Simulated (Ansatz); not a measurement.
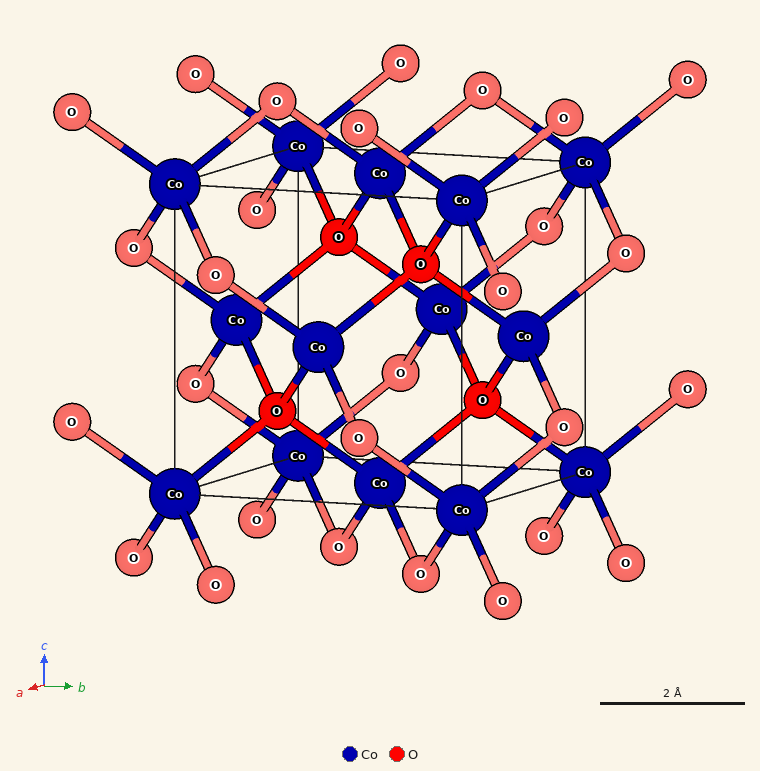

*The input geometry (ball-and-stick view of the cell 2 times as large as that of the calculation, set on its symmetry axes, seen slightly off an axis; neighbours outside the cell are drawn fainter).*

## Run report: CoO, single-point calculation

System: CoO (F-43m, 4 atoms in the cell).
Method: DFT PBEsol, scalar-relativistic, plane waves, PAW, spin-polarised (Ansatz 0.2.0).

The structure was built on a prototype by a generator; it need not be a known phase. It belongs to a series of runs on one base structure; here: antiferromagnetic, doubled cell, propagation vector (0, 1/2, 1/2). Figures and captions count atoms from 1; the log counts them from 0 in places.

What the program printed:
```
basis.fft_grid_basis auto: the FFT boxes are laid along the combinations [[1, 0, 0], [0, 1, -1], [-1, 1, 0]] of the cell's own vectors, 3.075, 3.075 and 4.349 Å long. The dense box has 24×24×30 points. Along the cell's own vectors, as sized, it would have 24×36×45, 2.25 times as many. basis.fft_grid_basis: typed keeps the cell's own vectors: state it where this run's energies or levels are differenced outside the engine with another run's, or held beside a run that keeps those vectors.
Engine: ansatz 0.2.0, x86_64-unknown-linux-gnu
Pseudopotentials: kind: paw
Pseudopotential: Co, paw, valence charge 17, recommended cutoff 420 eV (normal), Co.paw.azcp
Pseudopotential: O, paw, valence charge 6, recommended cutoff 420 eV (normal), O.paw.azcp
Functional definition: PBEsol
  exchange = pbesol_x
  correlation = pbesol_c
Crystal: 4 atoms, lattice volume = 41.127 Å³
Basis set: ecut = 420 eV, 799 PW (Γ), FFT grids on a1, a2−a3, −a1+a2, exchange–correlation on 48×48×60 points (8 copies of the dense FFT grid, shifted against one another)
Bands: 32, of which v1, the nominal top of the filled ones, is band 23 counted from 1 (22 counted from 0)
Symmetry: 8 space group operations
Space group: P-4m2 (ITA 115), of the structure as read, at distance tolerance 3.5e-5 Å
Magnetic group: BNS 115.290 (UNI 950), of the structure as read, at distance tolerance 3.5e-5 Å
k-points: 205 of 2048 (time reversal used)
Non-local potential: Co, projectors of the file, l = 0: 3, l = 1: 2, l = 2: 3, l = 3: 1
Non-local potential: O, projectors of the file, l = 0: 2, l = 1: 2, l = 2: 1
PAW form: soft (Blöchl's): semilocal exchange-correlation on the pseudo side does not see the compensation charge
PAW frozen core: Co, regenerated for the run's functional, and the local potential with it (the file was generated under x = pbe(κ = 0.804, μ = 0.2195149727645171), c = pbe(β = 0.06672455060314922))
PAW frozen core: O, regenerated for the run's functional, and the local potential with it (the file was generated under x = pbe(κ = 0.804, μ = 0.2195149727645171), c = pbe(β = 0.06672455060314922))
PAW one-centre angular grid: Co, 590 points (default); XC on 64 Gauss nodes
PAW one-centre angular grid: O, 110 points (default); XC on 64 Gauss nodes
Initial density: superposition of atomic densities (chi_scale 0.1, normalization cell, long waves kept (reshape's long-wave potential 0.00 eV rms))
Starting moments: Σ|m| = 6 μB on 2 of 4 sites
Starting magnetic order: antiferromagnet; a translation exchanges its spin sublattices: spin-degenerate at every k-point
Initial wavefunctions: pseudopotential atomic-orbital guess
Functional: x = pbesol(κ = 0.804, μ = 0.12345679012345678), c = pbesol(β = 0.046)
SCF iter   1: F=—  HF=-11309.033623 eV  |F-HF|=—  |Δ(HF+E_count)|=         —  Δρ=2.07e-1 (↑2.07e-1 ↓2.07e-1)  dr2=3.18e1  dr2_m=6.84e0  M=0.000 μB ∫|m|=2.996 μB  β_m=0.30  ethr=3.10e-3  ⟨swp⟩=5.3  Hψ=23911  notcnv=0  defer=199
preconditioner: auto → Kerker (q_TF=auto, 2.780 Å⁻¹)  [metal: Δε(μ)=0.002 eV  Ē_g=13.044 eV  σ=0.100 eV  W_gap=0.01  n_scr=14 (ndim 8)  ℏωp=31.7 eV  f_vac=0.000  D(μ)=4.03/eV (n_scr^D=48)]
spin=Collinear: Kerker preconditioning applied to the charge; magnetization (m = ρ↑ − ρ↓) channel mixes plain (no charge-response kernel on spin).
SCF iter   2: F=—  HF=-11305.093226 eV  |F-HF|=—  |Δ(HF+E_count)|=    3.94e0  Δρ=7.10e-2 (↑7.10e-2 ↓7.10e-2)  dr2=9.71e-1  dr2_m=1.36e0  M=0.000 μB ∫|m|=4.471 μB  β_m=0.30  ethr=3.10e-3  ⟨swp⟩=3.0  Hψ=15252  notcnv=0  defer=616
Mixer restart at iter 2: flushing history
spin-set hold released at iteration 2 (the charge has settled, or the pull on large starting moments outlasts its swing): the magnetisation degrees of freedom join the quasi-Newton model from the next iteration; the mixer history was flushed
SCF iter   3: F=—  HF=-11305.082949 eV  |F-HF|=—  |Δ(HF+E_count)|=   1.03e-2  Δρ=5.55e-2 (↑5.55e-2 ↓5.55e-2)  dr2=5.56e-1  dr2_m=9.40e-1  M=0.000 μB ∫|m|=4.327 μB  β_m=0.65  ethr=2.11e-3  ⟨swp⟩=3.0  Hψ=11367  notcnv=0  defer=604
SCF iter   4: F=—  HF=-11305.485571 eV  |F-HF|=—  |Δ(HF+E_count)|=   4.03e-1  Δρ=4.22e-2 (↑4.22e-2 ↓4.22e-2)  dr2=1.51e0  dr2_m=1.45e-2  M=0.000 μB ∫|m|=4.249 μB  β_m=0.54  ethr=1.21e-3  ⟨swp⟩=3.1  Hψ=10753  notcnv=0  defer=604
SCF iter   5: F=—  HF=-11305.248634 eV  |F-HF|=—  |Δ(HF+E_count)|=   2.37e-1  Δρ=6.38e-3 (↑6.38e-3 ↓6.38e-3)  dr2=3.76e-2  dr2_m=7.60e-4  M=0.000 μB ∫|m|=4.082 μB  β_m=0.77  ethr=1.21e-3  ⟨swp⟩=2.9  Hψ=13362  notcnv=0  defer=627
SCF iter   6: F=—  HF=-11305.248693 eV  |F-HF|=—  |Δ(HF+E_count)|=   5.86e-5  Δρ=2.51e-3 (↑2.51e-3 ↓2.51e-3)  dr2=2.46e-3  dr2_m=1.22e-3  M=0.000 μB ∫|m|=4.065 μB  β_m=0.75  ethr=8.16e-5  ⟨swp⟩=1.4  Hψ=6320  notcnv=0  defer=627
SCF iter   7: F=—  HF=-11305.249274 eV  |F-HF|=—  |Δ(HF+E_count)|=   5.81e-4  Δρ=1.34e-3 (↑1.34e-3 ↓1.34e-3)  dr2=1.53e-3  dr2_m=6.45e-5  M=0.000 μB ∫|m|=4.055 μB  β_m=0.87  ethr=5.34e-6  ⟨swp⟩=2.0  Hψ=10679  notcnv=0  defer=627
SCF iter   8: F=—  HF=-11305.249444 eV  |F-HF|=—  |Δ(HF+E_count)|=   1.70e-4  Δρ=4.16e-4 (↑4.16e-4 ↓4.16e-4)  dr2=1.98e-4  dr2_m=5.42e-6  M=0.000 μB ∫|m|=4.053 μB  β_m=0.94  ethr=3.32e-6  ⟨swp⟩=2.0  Hψ=7298  notcnv=0  defer=627
SCF iter   9: F=—  HF=-11305.249493 eV  |F-HF|=—  |Δ(HF+E_count)|=   4.82e-5  Δρ=1.58e-4 (↑1.58e-4 ↓1.58e-4)  dr2=1.59e-5  dr2_m=3.88e-6  M=0.000 μB ∫|m|=4.053 μB  β_m=0.97  ethr=4.30e-7  ⟨swp⟩=2.6  Hψ=9745  notcnv=0  defer=627
SCF iter  10: F=—  HF=-11305.249496 eV  |F-HF|=—  |Δ(HF+E_count)|=   3.81e-6  Δρ=4.65e-5 (↑4.65e-5 ↓4.65e-5)  dr2=1.64e-6  dr2_m=2.44e-7  M=0.000 μB ∫|m|=4.053 μB  β_m=0.98  ethr=3.47e-8  ⟨swp⟩=2.6  Hψ=9671  notcnv=0  defer=627
SCF iter  11: F=—  HF=-11305.249497 eV  |F-HF|=—  |Δ(HF+E_count)|=   3.49e-7  Δρ=9.71e-6 (↑9.71e-6 ↓9.71e-6)  dr2=1.10e-7  dr2_m=1.36e-9  M=0.000 μB ∫|m|=4.053 μB  β_m=0.99  ethr=3.57e-9  ⟨swp⟩=2.1  Hψ=8326  notcnv=0  defer=627
iter 12 met the thresholds in force, and the SCF goes on: an eigenvalue changes by 0.54 meV, over its tolerance of 0.50 meV (output.eigenvalues, Limitations)
SCF iter  12: F=-11305.249497 eV  HF=-11305.249497 eV  |F-HF|=1.94e-8  |Δ(HF+E_count)|=   3.07e-8  Δρ=5.44e-6 (↑5.44e-6 ↓5.44e-6)  dr2=3.51e-8  dr2_m=1.51e-10  M=0.000 μB ∫|m|=4.053 μB  β_m=1.00  ethr=2.17e-10  ⟨swp⟩=9.3  Hψ=25358  notcnv=0
iter 13 met the thresholds in force, and the SCF goes on: an eigenvalue changes by 0.62 meV, over its tolerance of 0.50 meV (output.eigenvalues, Limitations)
SCF iter  13: F=-11305.249497 eV  HF=-11305.249497 eV  |F-HF|=2.77e-8  |Δ(HF+E_count)|=   4.81e-9  Δρ=5.57e-6 (↑5.57e-6 ↓5.57e-6)  dr2=2.97e-8  dr2_m=1.06e-9  M=0.000 μB ∫|m|=4.053 μB  β_m=1.00  ethr=7.64e-11  ⟨swp⟩=2.0  Hψ=19307  notcnv=0
Mixer restart at iter 13: flushing history
SCF iter  14: F=-11305.249496 eV  HF=-11305.249497 eV  |F-HF|=5.81e-7  |Δ(HF+E_count)|=   9.94e-8  Δρ=2.38e-5 (↑2.38e-5 ↓2.38e-5)  dr2=6.02e-7  dr2_m=1.20e-8  M=0.000 μB ∫|m|=4.053 μB  β_m=1.00  ethr=6.45e-11  ⟨swp⟩=2.2  Hψ=10820  notcnv=0  κ⁻¹=1.0e0(r=1)
SCF iter  15: F=-11305.249497 eV  HF=-11305.249497 eV  |F-HF|=1.89e-10  |Δ(HF+E_count)|=   1.04e-7  Δρ=5.77e-7 (↑5.77e-7 ↓5.77e-7)  dr2=2.72e-10  dr2_m=5.65e-11  M=0.000 μB ∫|m|=4.053 μB  ethr=6.45e-11  ⟨swp⟩=2.0  Hψ=21070  notcnv=0
SCF 1 converged in 15 iterations: F = -11305.249497 eV  dr2 = 2.72e-10
  greatest PAW one-centre occupation: 1.003 electrons in one spin orbital (limit 2), on the Co atom at site 2 (counted from 0), in its partial waves of l = 1
```

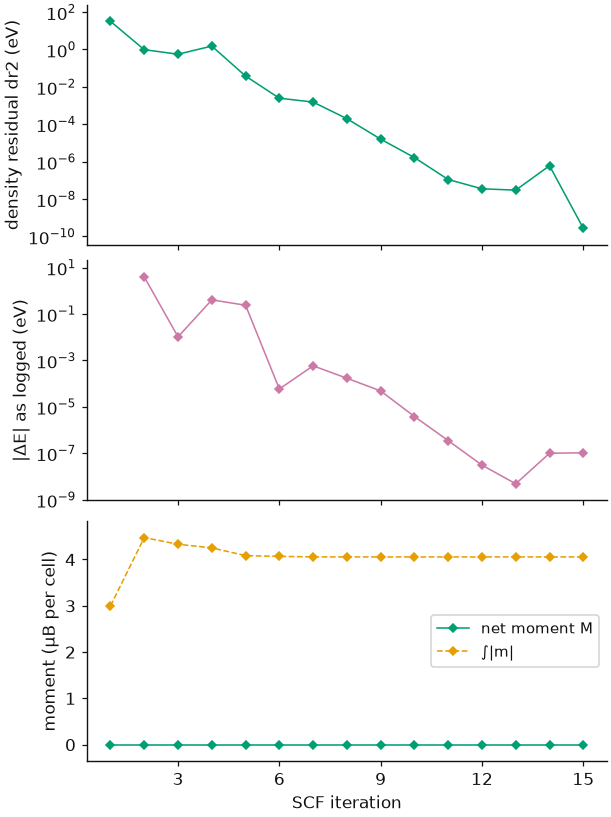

*Convergence of the self-consistent field: density residual dr2, size of the energy change and magnetic moment against the SCF iteration.*

The residual falls unevenly and jumps up by a factor of two or more 2 times on the way down. The net moment stays at 0.0 μB per cell.

```
SCF converged after 15 iterations
an eigenvalue changed by more than its tolerance at an iteration that met the thresholds in force, so the SCF went on 2 times, its first undamped step at iteration 13: the last check found none over its tolerance
Magnetization: 0.0000 μB (23.0000 up, 23.0000 down)
Absolute magnetization: 4.0581 μB (∫|ρ↑−ρ↓|, with the PAW one-centre terms)
Spin contamination: 1.9425 ħ² per cell (⟨S²⟩ above its minimum at these occupations)
Per-site moments (μB) at R_I (Å): [(1.7670384837354158, 0.776801581697537), (-1.421304344833771e-16, 0.776801581697537), (-1.7670384837354158, 0.776801581697537), (2.1105096430261774e-16, 0.776801581697537)]
Free energy (F): -11305.249497 eV
Harris-Foulkes:  -11305.249497 eV  (|F-HF|=1.89e-10)
Internal energy: -11305.233967 eV  (E = F + TS)
E sigma→0 (E₀):  -11305.241732 eV
Entropy (-TS):   -0.015529 eV (-3.882 meV/atom)
Fermi energy:    13.080158 eV
--- Per-component energies (eV) ---
  E_band       = -667.494716
  E_kinetic    = 1245.379201
  E_local      = -7444.990707  (includes V_loc(G=0)·N_el)
  E_nonlocal   = 1027.165752
  E_hartree    = 3073.180701
  E_xc         = -455.276644
  E_vxc        = -588.269398  (∫ρ·V_xc dr)
  E_paw        = -3275.736460  (= ΣΔE_a)
  E_vpaw       = -1053.145689  (= ΣTr[D̂ρ^β])
  E_aug_tail   = 0.004670  (compensation charges beyond the density's cutoff)
  E_ewald      = -5475.407895
  E_core_change = 0.447414  (= ΣΔE_core)
  E_smearing   = -0.015529  (= −TS)
  E_closure    = -0.000000  (closes the sum)
  Σ components = -11305.249497   (vs F -11305.249497, Δ=0.00e0)
--- Forces (eV/Å), atoms counted from 1 ---
  atom   1  Co     0.00000000     0.00000000    -0.00000000
  atom   2  O     -0.00000000     0.00000000    -0.00000000
  atom   3  Co     0.00000000     0.00000000    -0.00000000
  atom   4  O      0.00000000    -0.00000000     0.00000000
  max |Σ_I F_I| component: 1.08e-16 eV/Å
--- Stress (GPa, compression-positive) ---
        2.815204       0.000000       0.000000
        0.000000       5.537928      -0.000000
        0.000000       0.000000       5.537928
  P = ⅓ Tr σ = 4.6304 GPa (46.304 kbar)
--- Band table (eV; the first three rows and the last of 410) ---
  k-point 0 ↑: bands = ["-83.2144", "-80.9584", "-46.6907", "-46.6907", "-46.5642", "-44.4777", "-44.4777", "-44.3773", "-7.9395", "-6.8845", "4.9322", "6.2992", "6.3122", "6.3122", "7.2391", "7.2391", "10.3339", "10.8389", "11.0508", "12.0468", "12.0468", "12.2446", "12.4635", "13.1785", "14.5462", "14.8658", "14.8658", "18.7613", "23.5659", "24.8757", "27.7094", "27.7094"]
  k-point 1 ↑: bands = ["-83.2143", "-80.9582", "-46.6936", "-46.6906", "-46.5638", "-44.4810", "-44.4776", "-44.3770", "-7.8621", "-6.8857", "5.0679", "6.1236", "6.3416", "6.3486", "7.0735", "7.2054", "10.2739", "10.8295", "11.0076", "11.8052", "11.8380", "12.5063", "12.5922", "13.5907", "14.4972", "14.7420", "14.8343", "19.1219", "23.5153", "24.4657", "26.8213", "27.5292"]
  k-point 2 ↑: bands = ["-83.2139", "-80.9578", "-46.7005", "-46.6901", "-46.5630", "-44.4889", "-44.4770", "-44.3762", "-7.6554", "-6.9048", "5.4079", "5.7496", "6.4242", "6.4409", "6.6218", "7.1254", "10.1240", "10.8083", "11.1286", "11.5111", "11.6997", "12.5836", "12.8729", "13.7712", "14.2586", "14.7293", "15.2959", "19.9515", "22.8375", "23.8079", "25.2913", "26.3748"]
  k-point 204 ↓: bands = ["-83.2123", "-80.9561", "-46.7089", "-46.7089", "-46.5598", "-44.4983", "-44.4983", "-44.3725", "-6.8849", "-6.8849", "4.9164", "4.9636", "7.0003", "7.1538", "7.1538", "7.3356", "10.1091", "10.1091", "11.1918", "11.2272", "11.3884", "12.5175", "12.6106", "12.7601", "12.7601", "13.4591", "18.7537", "18.7537", "23.4895", "23.6205", "24.6111", "25.1162"]
--- Löwdin populations: 4 sites ---
  site symbol       q [e]    m [muB]
     0     Co     16.0214     1.8933
     1      O      6.8086     0.0000
     2     Co     16.0214    -1.8933
     3      O      6.8086     0.0000
  spilling = 0.007391 (of n_electrons = 46.000000)
```

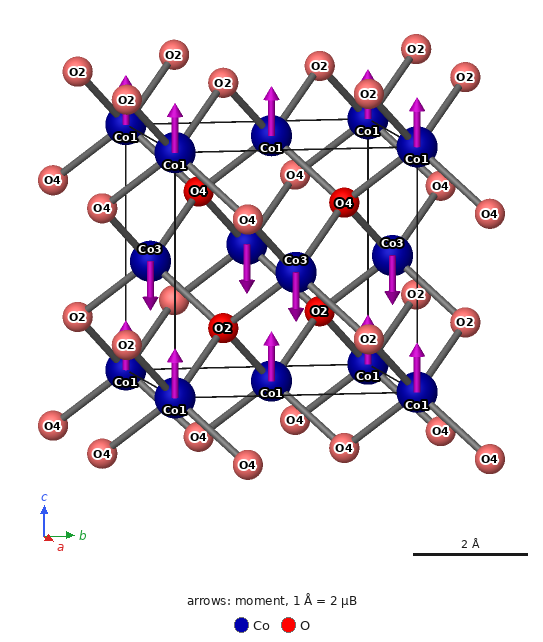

*Magnetic moments of the sites as pink arrows (ball-and-stick view of the cell 2 times as large as that of the calculation, set on its symmetry axes, seen slightly off an axis; neighbours outside the cell are drawn fainter; atoms are numbered from 1 in the order of the input); small moments hardly show. The run is collinear, so the axis drawn is arbitrary.*

Site moments: Co1 (1.77 μB); Co3 (−1.77 μB). They are counted near the atoms and needn't add up to the moment of the cell.

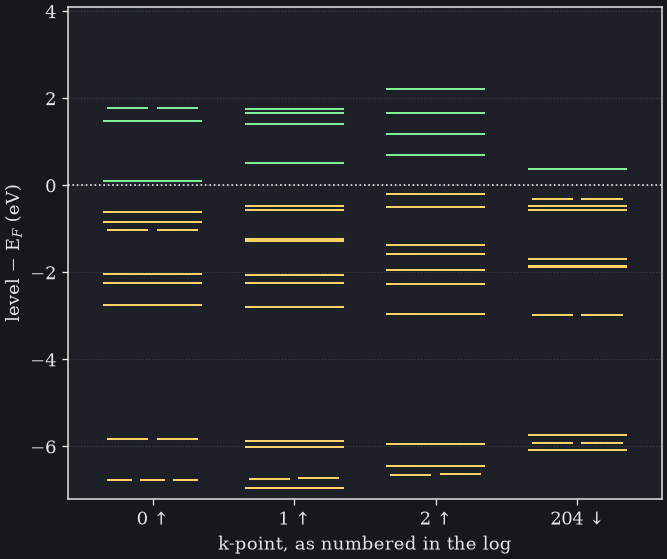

*Kohn–Sham levels near the Fermi level (dotted) at the few k-points that the log prints; levels within 0.02 eV of each other stand side by side.*

The system is metallic on the full mesh.

This output came from the following input.

Input file:
```yaml
crystal:
  lattice:
    - [0.0, 2.174480496, 2.174480496]
    - [4.348960992, 2.174480496, 2.174480496]
    - [4.348960992, 4.348960992, 0.0]
  atoms:
    - { symbol: Co, position: [0.0, 1.0, 1.0], spin: 3.0 }
    - { symbol: O, position: [0.25, 0.25, 0.0] }
    - { symbol: Co, position: [0.0, 1.0, 0.5], spin: -3.0 }
    - { symbol: O, position: [0.25, 0.25, 0.5] }
basis:
  ecutwfc: 420
kpoints:
  mp_grid: { grid: [16, 16, 8] }
hamiltonian:
  xc: pbesol
scf:
  occupations: { method: gaussian, width: 0.1 }
  lower_state_search: "off"
output:
  forces: true
  stress: true
  eigenvalues: true
  populations: true
magnetization:
  spin_polarized: true
```

Command:
```bash
ansatz run input.yaml --threads 1 --pin off --max-ram 2560MiB --backend cpu --events-out ev --progress --plain --runs-dir out
```

Key numbers:

```tsv
quantity	value
outcome	converged
space group (tolerance 0.01 Å)	F-43m (216)
electrons treated	46
free energy	−11305.2495 eV
Fermi energy	13.080 eV
gap on the k-point mesh	none (metallic)
net moment of the cell	0.00 μB
integrated absolute moment	4.06 μB
pressure	4.63 GPa
largest force (length of the vector)	under 0.001 eV/Å
hardware	1 thread of Intel Xeon (Sapphire Rapids), 192 GiB of memory available, shared host
wall time	38 s
peak memory	0.64 GiB
```
